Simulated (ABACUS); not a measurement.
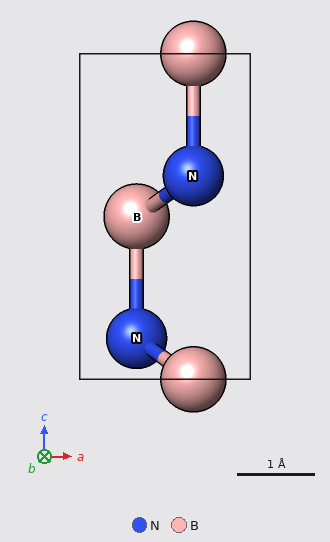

The input geometry (ball-and-stick view of the cell of the calculation, along the b axis). Near neighbours in the crystal (not all of them lie inside the picture): N has 4 B at 1.59 to 1.60 Å; B has 4 N at 1.59 to 1.60 Å.

**Single-point calculation at one volume of an equation of state, with input and output: BN (part 1 of 2)**

System: BN (P6₃mc, 4 atoms in the cell).
Method: Kohn-Sham DFT of a periodic cell, PBE, PseudoDojo NC SR 0.4.1 PBE standard, no spin polarisation (ABACUS 3.10.1).

The structure derives from a Materials Project entry. It belongs to a series of runs on one base structure; here: volume scaled by 1.04.

Input file
```
INPUT_PARAMETERS
suffix              BN
calculation         scf
basis_type          lcao
pseudo_dir          ./
orbital_dir         ./
symmetry            1
dft_functional      pbe
ecutwfc             100
pseudo_rcut         10
nspin               1
nbands              12
ks_solver           genelpa
smearing_method     fd
smearing_sigma      0.00367493
scf_thr             1e-07
scf_nmax            100
mixing_type         broyden
mixing_beta         0.7
cal_force           1
cal_stress          1
out_mul             1
```

File STRU
```
ATOMIC_SPECIES
N 14.0070 N.upf
B 10.8100 B.upf

NUMERICAL_ORBITAL
N_confined-atom_6au_1s1p.orb
B_confined-atom_7au_1s1p.orb

LATTICE_CONSTANT
1.8897261246

LATTICE_VECTORS
2.5875479243 0.0000000000 0.0000000000
-1.2937739622 2.2408822359 0.0000000000
0.0000000000 0.0000000000 4.2824778918

ATOMIC_POSITIONS
Direct

N
0.0
2
0.3333333333 0.6666666667 0.1252760000 1 1 1
0.6666666667 0.3333333333 0.6252760000 1 1 1

B
0.0
2
0.3333333333 0.6666666667 0.4997240000 1 1 1
0.6666666667 0.3333333333 0.9997240000 1 1 1
```

File KPT
```
K_POINTS
0
Gamma
12 12 6 0 0 0
```

Command:
```bash
OMP_NUM_THREADS=1 mpirun -np 4 abacus > log
```

The program's output
```
ABACUS v3.10.1

               Atomic-orbital Based Ab-initio Computation at UStc

 ------------------------------------------------------------------------------------

 READING GENERAL INFORMATION
                           global_out_dir = OUT.BN/
                           global_in_card = INPUT
                               pseudo_dir = ./
                              orbital_dir = ./
                                    DSIZE = 4
                                    GSIZE = 1

 READING UNITCELL INFORMATION
                                    ntype = 2
                  lattice constant (Bohr) = 1.88973
              lattice constant (Angstrom) = 1

 READING ATOM TYPE 1
                               atom label = N
                      L=0, number of zeta = 1
                      L=1, number of zeta = 1
             number of atom for this type = 2

 READING ATOM TYPE 2
                               atom label = B
                      L=0, number of zeta = 1
                      L=1, number of zeta = 1
             number of atom for this type = 2

                        TOTAL ATOM NUMBER = 4
DIRECT COORDINATES
    atom                   x                   y                   z     mag                  vx                  vy                  vz
taud_N1            0.3333333333        0.6666666667        0.1252760000  0.0000        0.0000000000        0.0000000000        0.0000000000
taud_N2            0.6666666667        0.3333333333        0.6252760000  0.0000        0.0000000000        0.0000000000        0.0000000000
taud_B1            0.3333333333        0.6666666667        0.4997240000  0.0000        0.0000000000        0.0000000000        0.0000000000
taud_B2            0.6666666667        0.3333333333        0.9997240000  0.0000        0.0000000000        0.0000000000        0.0000000000

                          Volume (Bohr^3) = 167.571
                             Volume (A^3) = 24.8314

 Lattice vectors: (Cartesian coordinate: in unit of a_0)
             +2.58755                  +0                  +0
             -1.29377            +2.24088                  +0
                   +0                  +0            +4.28248
 Reciprocal vectors: (Cartesian coordinate: in unit of 2 pi/a_0)
            +0.386466           +0.223126                  -0
                   -0           +0.446253                  -0
                   +0                  -0            +0.23351
 The esolver type has been set to : ksdft_lcao

                PAO radial cut off (Bohr) = 10

 Read in pseudopotential file is N.upf
                     pseudopotential type = NC
          exchange-correlation functional = PBE
                 nonlocal core correction = 1
                        valence electrons = 5
                                     lmax = 1
                           number of zeta = 2
                     number of projectors = 4
                           L of projector = 0
                           L of projector = 0
                           L of projector = 1
                           L of projector = 1
                PAO radial cut off (Bohr) = 10

 Read in pseudopotential file is B.upf
                     pseudopotential type = NC
          exchange-correlation functional = PBE
                 nonlocal core correction = 1
                        valence electrons = 3
                                     lmax = 1
                           number of zeta = 2
                     number of projectors = 4
                           L of projector = 0
                           L of projector = 0
                           L of projector = 1
                           L of projector = 1
     initial pseudo atomic orbital number = 16

 SETUP THE ELECTRONS NUMBER
             electron number of element N = 5
       total electron number of element N = 10
             electron number of element B = 3
       total electron number of element B = 6
            AUTOSET number of electrons:  = 16
                           occupied bands = 8
                                   NLOCAL = 16
                                   NBANDS = 12
                                   NBANDS = 12
                                   NLOCAL = 16

 SETUP THE PLANE WAVE BASIS
 energy cutoff for charge/potential (unit:Ry) = 400
            fft grid for charge/potential = [ 32, 32, 54 ]
                        fft grid division = [ 4, 4, 2 ]
        big fft grid for charge/potential = [ 8, 8, 27 ]
                                     nbxx = 448
                                     nrxx = 14336

 SETUP PLANE WAVES FOR CHARGE/POTENTIAL
                    number of plane waves = 22599
                         number of sticks = 661

 PARALLEL PW FOR CHARGE/POTENTIAL
     PROC   COLUMNS(POT)             PW
        1            164           5650
        2            166           5650
        3            166           5650
        4            165           5649
 --------------- sum -------------------
        4            661          22599
                            number of |g| = 1055
                                  max |g| = 36.1489
                                  min |g| = 0.199142

----------- Double Check Mixing Parameters Begin ------------
mixing_type: broyden
mixing_beta: 0.7
mixing_gg0: 1
mixing_gg0_min: 0.1
mixing_ndim: 8
----------- Double Check Mixing Parameters End ------------

 LATTICE VECTORS: (CARTESIAN COORDINATE: IN UNIT OF A0)
             +2.58755                  +0                  +0
             -1.29377            +2.24088                  +0
                   +0                  +0            +4.28248
                       right hand lattice = 1
                                   NORM_A = 2.58755
                                   NORM_B = 2.58755
                                   NORM_C = 4.28248
                           ALPHA (DEGREE) = 90
                           BETA  (DEGREE) = 90
                           GAMMA (DEGREE) = 120

 The lattice vectors have been changed (STRU_SIMPLE.cif)

(for optimal symmetric configuration:)
                             BRAVAIS TYPE = 4
                     BRAVAIS LATTICE NAME = 04. Hexagonal cell
                                    ibrav = 4
                                    IBRAV = 4
                                  BRAVAIS = HEXAGONAL CELL
                       LATTICE CONSTANT A = 2.58755
                                C/A RATIO = 1.65503
Original cell was already a primitive cell.
                        ROTATION MATRICES = 24
              PURE POINT GROUP OPERATIONS = 6
                   SPACE GROUP OPERATIONS = 12
                                       C2 = 0
                                       C3 = 2
                                       C4 = 0
                                       C6 = 0
                                       S1 = 3
                                       S3 = 0
                                       S4 = 0
                                       S6 = 0
                              POINT GROUP = C_3v
                                       C2 = 1
                                       C3 = 2
                                       C4 = 0
                                       C6 = 2
                                       S1 = 6
                                       S3 = 0
                                       S4 = 0
                                       S6 = 0
               POINT GROUP IN SPACE GROUP = C_6v

 SETUP K-POINTS
                                    nspin = 1
                   Input type of k points = Monkhorst-Pack(Gamma)
                                   nkstot = 864
                       right hand lattice = 1
(for reciprocal lattice: )
                             BRAVAIS TYPE = 4
                     BRAVAIS LATTICE NAME = 04. Hexagonal cell
                                    ibrav = 4
                       right hand lattice = 1
(for k-lattice: )
                             BRAVAIS TYPE = 4
                     BRAVAIS LATTICE NAME = 04. Hexagonal cell
                                    ibrav = 4
                       right hand lattice = 1
                        ROTATION MATRICES = 24
                               nkstot_ibz = 76
K-POINTS REDUCTION ACCORDING TO SYMMETRY
     IBZ    DIRECT_X    DIRECT_Y    DIRECT_Z  WEIGHT  ibz2bz
       1  0.00000000  0.00000000  0.00000000  0.0012       0
       2 -0.08333333  0.08333333  0.00000000  0.0069       1
       3 -0.16666667  0.16666667  0.00000000  0.0069       2
       4 -0.25000000  0.25000000  0.00000000  0.0069       3
       5 -0.33333333  0.33333333  0.00000000  0.0069       4
       6 -0.41666667  0.41666667  0.00000000  0.0069       5
       7  0.50000000  0.50000000  0.00000000  0.0035       6
       8 -0.08333333  0.16666667  0.00000000  0.0069      13
       9 -0.16666667  0.25000000  0.00000000  0.0139      14
      10 -0.25000000  0.33333333  0.00000000  0.0139      15
      11 -0.33333333  0.41666667  0.00000000  0.0139      16
      12  0.50000000  0.41666667  0.00000000  0.0139      17
      13 -0.16666667  0.33333333  0.00000000  0.0069      26
      14 -0.25000000  0.41666667  0.00000000  0.0139      27
      15  0.50000000  0.33333333  0.00000000  0.0139      28
      16  0.41666667  0.41666667  0.00000000  0.0069      29
      17  0.50000000  0.25000000  0.00000000  0.0069      39
      18  0.41666667  0.33333333  0.00000000  0.0139      40
      19  0.33333333  0.33333333  0.00000000  0.0023      52
      20  0.00000000  0.00000000  0.16666667  0.0023     144
      21 -0.08333333  0.08333333  0.16666667  0.0139     145
      22 -0.16666667  0.16666667  0.16666667  0.0139     146
      23 -0.25000000  0.25000000  0.16666667  0.0139     147
      24 -0.33333333  0.33333333  0.16666667  0.0139     148
      25 -0.41666667  0.41666667  0.16666667  0.0139     149
      26  0.50000000  0.50000000  0.16666667  0.0069     150
      27 -0.08333333  0.16666667  0.16666667  0.0139     157
      28 -0.16666667  0.25000000  0.16666667  0.0278     158
      29 -0.25000000  0.33333333  0.16666667  0.0278     159
      30 -0.33333333  0.41666667  0.16666667  0.0278     160
[... 46 further k points ...]

                               nkstot now = 76
[... K-POINTS DIRECT COORDINATES: 76 rows ...]

           k-point number in this process = 76
       minimum distributed K point number = 76
[... stars of the k points ...]

[... K-POINTS CARTESIAN COORDINATES: 76 rows ...]

[... K-POINTS DIRECT COORDINATES: 76 rows ...]

 SETUP PLANE WAVES FOR WAVE FUNCTIONS
     energy cutoff for wavefunc (unit:Ry) = 100
              fft grid for wave functions = [ 32, 32, 54 ]
                    number of plane waves = 4139
                         number of sticks = 211

 PARALLEL PW FOR WAVE FUNCTIONS
     PROC   COLUMNS(POT)             PW
        1             53           1037
        2             53           1037
        3             53           1033
        4             52           1032
 --------------- sum -------------------
        4            211           4139

 SET NONLOCAL PSEUDOPOTENTIAL PROJECTORS
 SET NONLOCAL PSEUDOPOTENTIAL PROJECTORS
 max number of nonlocal projetors among all species is 4

 -------------------------------------------
 SELF-CONSISTENT
 -------------------------------------------

 SETUP SEARCHING RADIUS FOR PROGRAM TO SEARCH ADJACENT ATOMS
                  longest orb rcut (Bohr) = 7
   longest nonlocal projector rcut (Bohr) = 1.38
                     search radius (Bohr) = 16.8
              searching radius is (Bohr)) = 16.8
         searching radius unit is (Bohr)) = 1.89
                         PeriodicBoundary = 1
                        Radius(unit:lat0) = 8.87
                                   glayer = [ 5, 5, 4 ]
                             glayer_minus = [ 4, 4, 3 ]

Find the coordinate range of the input atom(unit:lat0).
                                  min_tau = [ -15.5, -8.22, -12.3 ]
                                  max_tau = [ 16.8, 10.5, 17.1 ]
                                BoxNumber = [ 9, 9, 7 ]

 SETUP EXTENDED REAL SPACE GRID FOR GRID INTEGRATION
                          real space grid = [ 32, 32, 54 ]
                 big cell numbers in grid = [ 8, 8, 27 ]
             meshcell numbers in big cell = [ 4, 4, 2 ]
                        extended fft grid = [ 14, 14, 24 ]
                dimension of extened grid = [ 37, 37, 76 ]
                            UnitCellTotal = 75
              Atom number in sub-FFT-grid = 4
    Local orbitals number in sub-FFT-grid = 16
                                ParaV.nnr = 4112
                                 init_chg = atomic

 LCAO ALGORITHM --------------- ION=   1  ELEC=   1--------------------------------

 Density error is 0.147832836135
```
